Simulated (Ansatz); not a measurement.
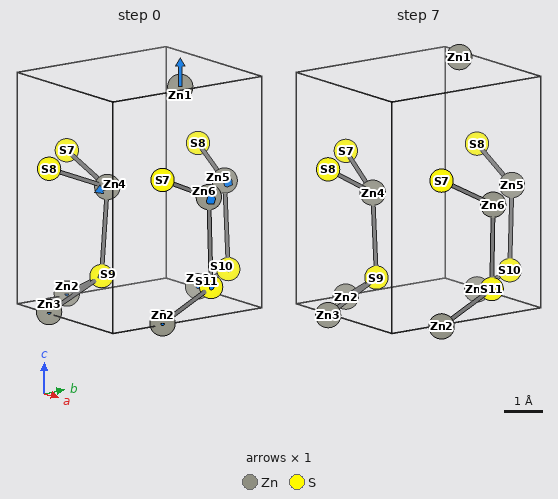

The structure of a defect cell of composition Zn$_{6}$S$_{5}$ (cell charge +1) before (left) and after (right) a relaxation, at one scale. The blue arrows give the displacements, at their true length.

The picture is a ball-and-stick view of the cell of the calculation, reduced to other axes, seen slightly off an axis. Lengths and directions refer to the drawn axes.

Case: S vacancy (site b), charge +1, atoms relaxed at the host's cell.

These are results of DFT PBE, scalar-relativistic, plane waves, PAW (Ansatz 0.2.0), not measurements. Set-up: plane-wave cutoff 420 eV; k-point mesh 2 × 2 × 2; occupations gaussian; smearing width 0.01 eV; collinear spin; atoms relaxed in a fixed cell; force threshold 0.025 eV/Å; at most 45 steps.

**Describe what moved and what it gained.**

After 7 geometry steps the energy has fallen by 0.887 eV per cell of the calculation. The largest force component goes from 1.1 to 0.0069 eV/Å. The atom that moves furthest is Zn1 (0.81 Å along +c). By element the largest moves are Zn 0.81 Å, S 0.12 Å. The cell stays as it was. Some distances before and after: Zn1–S10 2.417 → 2.271 Å, Zn4–S7 2.455 → 2.324 Å, Zn4–S9 2.435 → 2.313 Å, Zn2–S7 2.400 → 2.334 Å. Among the angles between lasting bonds that change: S9–Zn1–S10 100.5° → 118.7°, Zn1–S11–Zn6 113.7° → 99.1°, S7–Zn5–S8 103.1° → 111.6°. Cost: 26 s on 4 threads of Arm Neoverse V1, with other jobs on the host, peak memory 0.65 GiB.

Limits of the set-up: the k-point mesh is coarse for a cell with partly filled bands; the periodic images lie only 6.3 Å apart, so the values are limited by the cell's size; the cell is charged, on a uniform background, and energies carry no finite-size correction.
